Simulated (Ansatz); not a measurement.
Input

```
crystal:
  lattice:
    - [3.2300235105, 0.0, 0.0]
    - [0.0, 5.2142972728, 0.0]
    - [0.0, 0.0, 24.3242747163]
  atoms:
    - { symbol: Zn, position: [0.0, 0.9984156875, 0.3083339622] }
    - { symbol: O, position: [0.0, 0.6194843125, 0.3083339622] }
    - { symbol: Zn, position: [0.5, 0.4984156875, 0.3466671697] }
    - { symbol: O, position: [0.5, 0.1194843125, 0.3466671697] }
    - { symbol: Zn, position: [0.5, 0.9984156875, 0.4233335849] }
    - { symbol: O, position: [0.5, 0.6194843125, 0.4233335849] }
    - { symbol: Zn, position: [0.0, 0.4984156875, 0.4616667924] }
    - { symbol: O, position: [0.0, 0.1194843125, 0.4616667924] }
    - { symbol: Zn, position: [0.0, 0.9984156875, 0.5383332076] }
    - { symbol: O, position: [0.0, 0.6194843125, 0.5383332076] }
    - { symbol: Zn, position: [0.5, 0.4984156875, 0.5766664151] }
    - { symbol: O, position: [0.5, 0.1194843125, 0.5766664151] }
    - { symbol: Zn, position: [0.5, 0.9984156875, 0.6533328303] }
    - { symbol: O, position: [0.5, 0.6194843125, 0.6533328303] }
    - { symbol: Zn, position: [0.0, 0.4984156875, 0.6916660378] }
    - { symbol: O, position: [0.0, 0.1194843125, 0.6916660378] }
basis:
  ecutwfc: 420
kpoints:
  mp_grid: { grid: [8, 5, 1] }
hamiltonian:
  xc: pbesol
scf:
  occupations: { method: gaussian, width: 0.05 }
output:
  forces: true
  eigenvalues: true
  write_density: true
  write_potential: true
  elf: true
  volumetric_format: npy
relax:
  adjacent_minimum: "off"
  f_tol: 0.02
  max_steps: 60
efield:
  axis: 3
  dipole_correction: true
  ramp_width: 0.04
```

Launched as:

```sh
ansatz run input.yaml --threads 2 --pin off --max-ram 5120MiB --backend cpu --events-out ev --progress --plain --runs-dir out
```

The fields are those of the run's last geometry, not of the input's.

All numbers below come from DFT PBEsol, scalar-relativistic, plane waves, PAW (Ansatz 0.2.0).

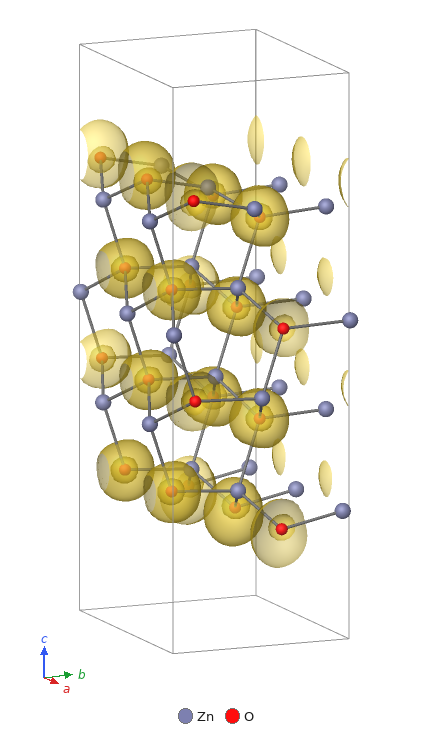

ZnO (slab). Isosurface of the electron localisation function at 0.7 (yellow), seen slightly off an axis. Only the valence region is drawn (cores and ρ < 0.01 e/Å³ removed). Sticks mark near contacts.

Core electrons are frozen (PAW), and the valence fields are smoothed inside the atomic spheres.

**What do the ELF domains correspond to?**

The surface consists of eight regions wrapped around O (the valence shell of each), counted in one cell of 16 atoms. Counts are for one cell; the picture repeats the cell along the surface.

Values along the shortest contacts:
Zn–O (1.84 Å): the ELF peaks at about 0.80 in the valence shell of O, 0.6 Å from its nucleus, and is about 0.35 at the midpoint. Zn–O (1.91 Å): the ELF peaks at about 0.80 in the valence shell of O, 0.6 Å from its nucleus, and is about 0.30 at the midpoint: no localised pair shows between them.

**Metal or insulator at this level of theory?**

It is gapped, with a Kohn–Sham gap of 0.87 eV on the k-point mesh, an upper bound to the gap of this method.
